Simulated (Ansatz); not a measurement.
## Geometry relaxation of Ge (part 2 of 2)

Ge (P-1, 2 atoms in the cell); DFT, LDA, plane waves, PAW (Ansatz 0.2.0); cutoff 420 eV, 14×14×14 k-mesh, Gaussian smearing of 0.15 eV. The structure derives from a Materials Project entry. The run did not end well. The settings of this run were made unusual or wrong on purpose.

Geometry of the input (Å; fractional positions):
```
-2.3964  2.5751  1.3490
2.4651  -2.5898  1.5021
2.5316  2.7250  -1.3760
Ge 0.2501  0.7516  0.4954
Ge 0.4999  0.4984  0.0046
```

### The program's output, continued
```
Crystal: 2 atoms, lattice volume = 73.471 Å³
Basis set: ecut = 420 eV, 1419 PW (Γ)
iter 1 solved again at ethr=5.17e-6 eV; its pass at ethr=3.10e-3 eV (dr2=1.45e-3 eV) is discarded
SCF iter   1: F=—  HF=-8458.714134 eV  |F-HF|=—  |Δ(HF+E_count)|=         —  Δρ=1.77e-3  dr2=1.43e-3  ethr=5.17e-6  ⟨swp⟩=2.0  Hψ=156452  notcnv=0
preconditioner: auto → LDOS  [metal: Δε(μ)=0.001 eV  Ē_g=23.262 eV  σ=0.150 eV  W_gap=0.00  n_scr=16 (ndim 8)  ℏωp=22.9 eV  f_vac=0.404  D(μ)=1.88/eV (n_scr^D=16)  β→1.0]
SCF iter   2: F=—  HF=-8458.713232 eV  |F-HF|=—  |Δ(HF+E_count)|=   9.02e-4  Δρ=3.16e-3  dr2=3.98e-3  ethr=5.12e-6  ⟨swp⟩=3.1  Hψ=56693  notcnv=0
SCF iter   3: F=—  HF=-8458.706943 eV  |F-HF|=—  |Δ(HF+E_count)|=   6.29e-3  Δρ=3.89e-4  dr2=8.34e-5  ethr=5.12e-6  ⟨swp⟩=2.0  Hψ=44671  notcnv=0
SCF iter   4: F=—  HF=-8458.706761 eV  |F-HF|=—  |Δ(HF+E_count)|=   1.82e-4  Δρ=8.83e-5  dr2=5.42e-6  ethr=2.98e-7  ⟨swp⟩=2.0  Hψ=44160  notcnv=0
SCF iter   5: F=—  HF=-8458.706760 eV  |F-HF|=—  |Δ(HF+E_count)|=   1.14e-6  Δρ=2.23e-5  dr2=3.58e-7  ethr=1.94e-8  ⟨swp⟩=2.0  Hψ=44202  notcnv=0
SCF iter   6: F=-8458.706760 eV  HF=-8458.706760 eV  |F-HF|=1.19e-8  |Δ(HF+E_count)|=   1.80e-8  Δρ=4.61e-6  dr2=2.29e-8  ethr=7.14e-10  ⟨swp⟩=5.0  Hψ=110777  notcnv=0
SCF 7 converged in 6 iterations: F = -8458.706760 eV  dr2 = 2.29e-8
relax step   7: F+E_penalty+E_count = -8458.70676010 eV  Δ(F+E_penalty+E_count) = -5.704e0 eV  max|allowed force component| = 9.488e-1 eV/Å  Δτ_max = 0.0246 Å  P = +123.023 GPa  Ω = 73.471 Å³  energy of the carried Pulay correction = -7.249e-3 eV  (6 SCF iters, dr2 threshold 2.00e-7 eV, accepted)
Crystal: 2 atoms, lattice volume = 81.345 Å³
Basis set: ecut = 420 eV, 1589 PW (Γ)
iter 1 solved again at ethr=7.62e-6 eV; its pass at ethr=3.10e-3 eV (dr2=2.13e-3 eV) is discarded
SCF iter   1: F=—  HF=-8464.857844 eV  |F-HF|=—  |Δ(HF+E_count)|=         —  Δρ=1.82e-3  dr2=1.90e-3  ethr=7.62e-6  ⟨swp⟩=2.7  Hψ=155082  notcnv=0
preconditioner: auto → LDOS  [metal: Δε(μ)=0.002 eV  Ē_g=5.978 eV  σ=0.150 eV  W_gap=0.01  n_scr=16 (ndim 8)  ℏωp=11.6 eV  f_vac=0.418  D(μ)=2.12/eV (n_scr^D=16)  β→1.0]
SCF iter   2: F=—  HF=-8464.850714 eV  |F-HF|=—  |Δ(HF+E_count)|=   7.13e-3  Δρ=4.86e-3  dr2=1.09e-2  ethr=6.80e-6  ⟨swp⟩=3.1  Hψ=58845  notcnv=0
SCF iter   3: F=—  HF=-8464.833368 eV  |F-HF|=—  |Δ(HF+E_count)|=   1.73e-2  Δρ=2.78e-4  dr2=4.57e-5  ethr=6.80e-6  ⟨swp⟩=3.0  Hψ=53916  notcnv=0
SCF iter   4: F=—  HF=-8464.833224 eV  |F-HF|=—  |Δ(HF+E_count)|=   1.45e-4  Δρ=7.67e-5  dr2=4.33e-6  ethr=1.63e-7  ⟨swp⟩=2.0  Hψ=44213  notcnv=0
SCF iter   5: F=—  HF=-8464.833225 eV  |F-HF|=—  |Δ(HF+E_count)|=   1.26e-6  Δρ=3.01e-5  dr2=7.77e-7  ethr=1.55e-8  ⟨swp⟩=2.0  Hψ=44140  notcnv=0
SCF iter   6: F=-8464.833225 eV  HF=-8464.833225 eV  |F-HF|=1.40e-8  |Δ(HF+E_count)|=   2.92e-8  Δρ=5.31e-6  dr2=3.61e-8  ethr=7.14e-10  ⟨swp⟩=5.0  Hψ=110524  notcnv=0
SCF 8 converged in 6 iterations: F = -8464.833225 eV  dr2 = 3.61e-8
relax step   8: F+E_penalty+E_count = -8464.83322481 eV  Δ(F+E_penalty+E_count) = -6.126e0 eV  max|allowed force component| = 6.849e-1 eV/Å  Δτ_max = 0.0181 Å  P = +120.961 GPa  Ω = 81.345 Å³  energy of the carried Pulay correction = -8.281e-3 eV  (6 SCF iters, dr2 threshold 2.00e-7 eV, accepted)
```

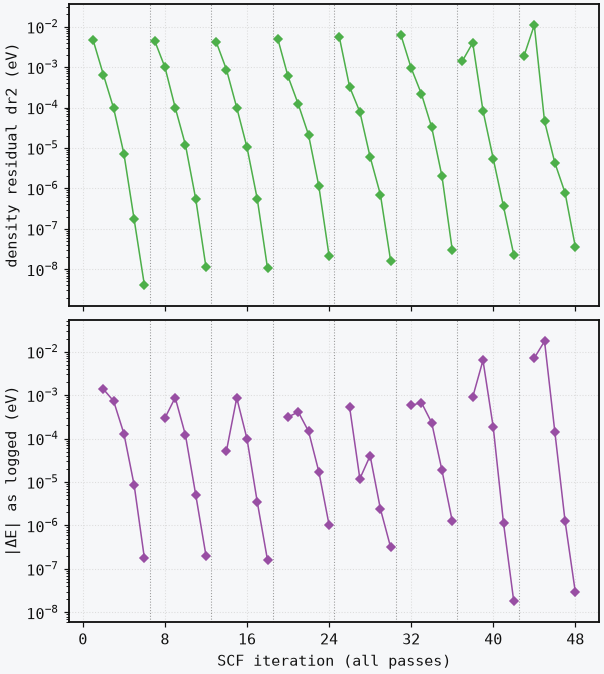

*Convergence of the self-consistent field: density residual dr2 and size of the energy change against the SCF iteration. The dotted lines part the SCF passes of the relaxation: geometry steps, rejected trials and re-solves on a re-selected basis.*

The 8 passes take 6 iterations each, 48 in all.

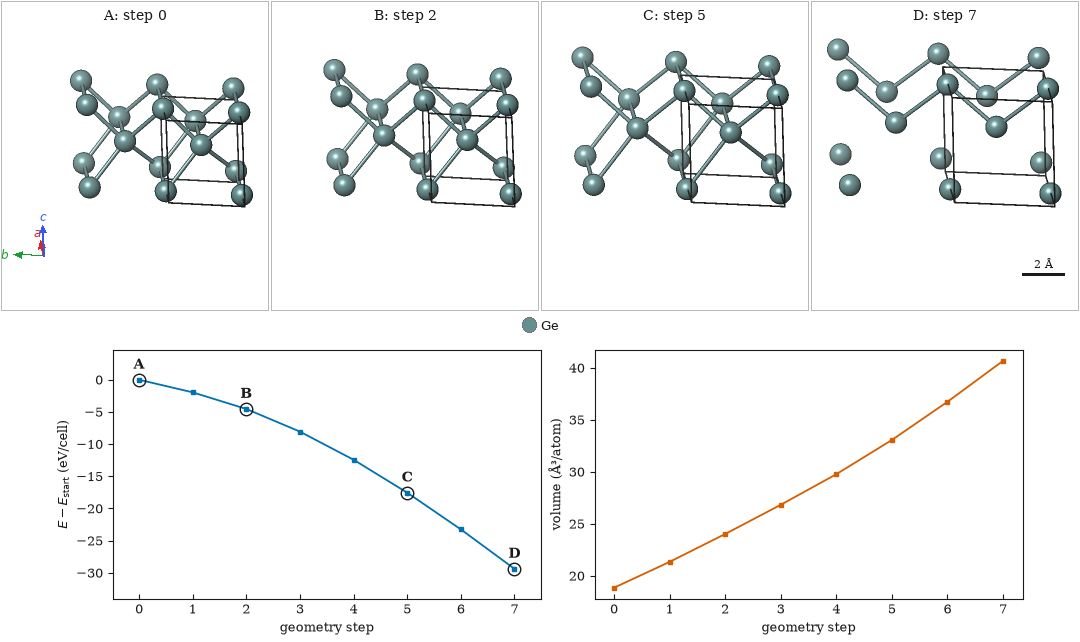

*Frames of the relaxation (ball-and-stick view of the cell of the calculation, set on other vectors, repeated 2 × 2 × 1, seen at an oblique angle) above the curves, on which the letters mark them (the first geometry is step 0 here and step 1 in the log).*

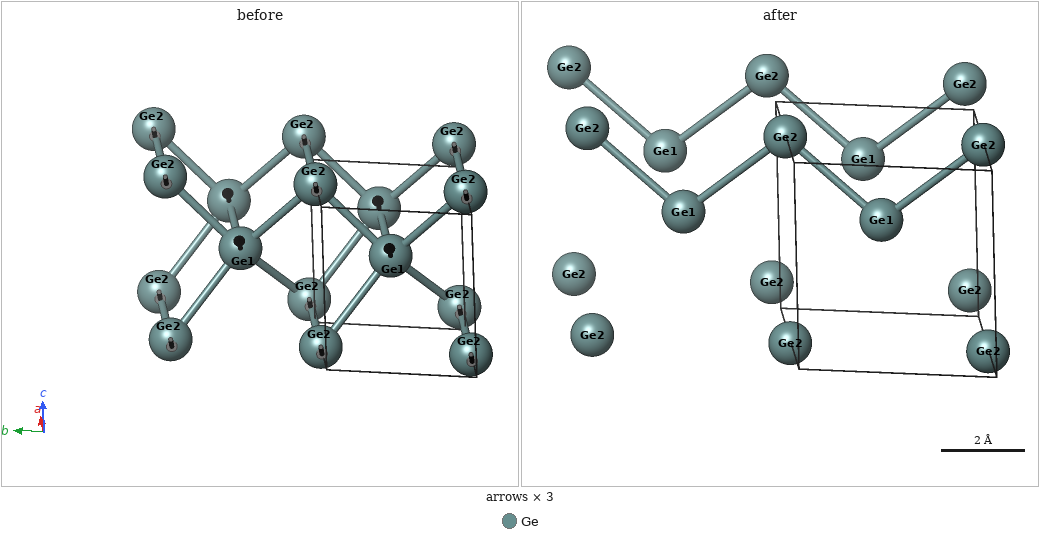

*Before (left) and after (right) the relaxation, at one scale (ball-and-stick view of the cell of the calculation, set on other vectors, repeated 2 × 2 × 1, seen at an oblique angle). The black arrows give the displacements (without the part carried along by the change of the cell), magnified 3 times.*

The run was cut off at its time limit before the relaxation converged, so the last structure is only a point on the way. The largest moves relative to the cell, 0.27 Å, are those of Ge1 and Ge2. Cell: a 2.852 → 3.717 Å (+30.3 %), b 3.768 → 4.991 Å (+32.5 %), c 3.966 → 5.032 Å (+26.9 %), α 86.5° → 87.6°, β 70.4° → 70.7°, γ 70.2° → 68.0°. Volume +115.8 %. Distances before and after: Ge1–Ge2 2.644 → 3.760 Å, Ge1–Ge1 2.852 → 3.717 Å. Bonds break: Ge1–Ge2 (2.64 → 3.76 Å). Among the angles that change: Ge2–Ge1–Ge2 91.5° → 102.7°. The space group stays P-1 (No. 2). After 7 geometry steps the energy has fallen by 29.373 eV per cell of the calculation. The largest force component goes from 0.55 to 0.68 eV/Å. Pressure: 57.70 GPa at the start and 120.96 GPa at the end. (Atoms are counted from 1 in the order of the input.)

```
Crystal: 2 atoms, lattice volume = 89.720 Å³
Basis set: ecut = 420 eV, 1759 PW (Γ)
```

### Trajectory as extended XYZ (Å, eV, eV/Å), 8 frames, from step=1 to step=8
```
2
Lattice="-2.3964 2.5751 1.3490 2.4651 -2.5898 1.5021 2.5316 2.7250 -1.3760" Properties=species:S:1:pos:R:3:forces:R:3 step=1 energy=-8435.45985 pressure_GPa=57.70
Ge    2.5075    0.0476    0.7848    0.3579  -0.1920  -0.5458
Ge    0.0424    0.0089    1.4166   -0.3579   0.1920   0.5458
2
Lattice="-2.5077 2.6927 1.4246 2.5686 -2.6999 1.5510 2.6333 2.8266 -1.4377" Properties=species:S:1:pos:R:3:forces:R:3 step=2 energy=-8437.41509 pressure_GPa=65.64
Ge    2.6115    0.0362    0.7940    0.1249  -0.6783  -1.0642
Ge    0.0351    0.0219    1.4943   -0.1249   0.6783   1.0642
2
Lattice="-2.6138 2.8132 1.5011 2.6671 -2.8113 1.5989 2.7316 2.9318 -1.4977" Properties=species:S:1:pos:R:3:forces:R:3 step=3 energy=-8439.99894 pressure_GPa=78.12
Ge    2.7088    0.0123    0.7866   -0.4871  -1.5286  -2.2020
Ge    0.0305    0.0493    1.5891    0.4871   1.5286   2.2020
2
Lattice="-2.7117 2.9366 1.5780 2.7580 -2.9230 1.6433 2.8215 3.0377 -1.5528" Properties=species:S:1:pos:R:3:forces:R:3 step=4 energy=-8443.52081 pressure_GPa=93.49
Ge    2.7864   -0.0285    0.7529   -2.1279  -0.9399  -2.9663
Ge    0.0382    0.0961    1.7083    2.1279   0.9399   2.9663
2
Lattice="-2.8017 3.0627 1.6526 2.8439 -3.0355 1.6872 2.9033 3.1447 -1.6021" Properties=species:S:1:pos:R:3:forces:R:3 step=5 energy=-8447.88693 pressure_GPa=108.10
Ge    2.8289   -0.0523    0.7134   -3.3889   0.8402  -1.7363
Ge    0.0763    0.1273    1.8340    3.3889  -0.8402   1.7363
2
Lattice="-2.8950 3.1905 1.7227 2.9382 -3.1527 1.7404 2.9887 3.2564 -1.6520" Properties=species:S:1:pos:R:3:forces:R:3 step=6 energy=-8453.00271 pressure_GPa=118.64
Ge    2.8581   -0.0435    0.7075   -1.3826  -0.2887   0.9251
Ge    0.1377    0.1238    1.9340    1.3826   0.2887  -0.9251
2
Lattice="-2.9945 3.3187 1.7908 3.0404 -3.2727 1.7991 3.0812 3.3715 -1.7047" Properties=species:S:1:pos:R:3:forces:R:3 step=7 energy=-8458.70676 pressure_GPa=123.02
Ge    2.9278   -0.0536    0.7517   -0.7155  -0.4648   0.9488
Ge    0.1674    0.1374    1.9880    0.7155   0.4648  -0.9488
2
Lattice="-3.0941 3.4465 1.8590 3.1432 -3.3916 1.8573 3.1750 3.4865 -1.7561" Properties=species:S:1:pos:R:3:forces:R:3 step=8 energy=-8464.83323 pressure_GPa=120.96
Ge    3.0087   -0.0661    0.7964   -0.3758  -0.4005   0.6849
Ge    0.1872    0.1546    2.0415    0.3758   0.4005  -0.6849
```

### Outcome

| quantity | value |
| --- | --- |
| outcome | stopped at the time limit |
| space group (tolerance 0.01 Å) | P-1 (2) |
| final cell | a = 4.991 Å, b = 4.983 Å, c = 5.032 Å, α = 101.75°, β = 92.45°, γ = 136.24° |
| wall time | 6.7 min (CPU time 13 min) |
| peak memory | 1.2 GiB |

### What went wrong

A setting was made wrong on purpose: a density cutoff under the waves' (`basis.ecutrho_ratio`). The density grid cannot represent the products of the waves. The run was cut off by its time limit, so the output is incomplete. The program warns: the cutoff is below the recommended one.
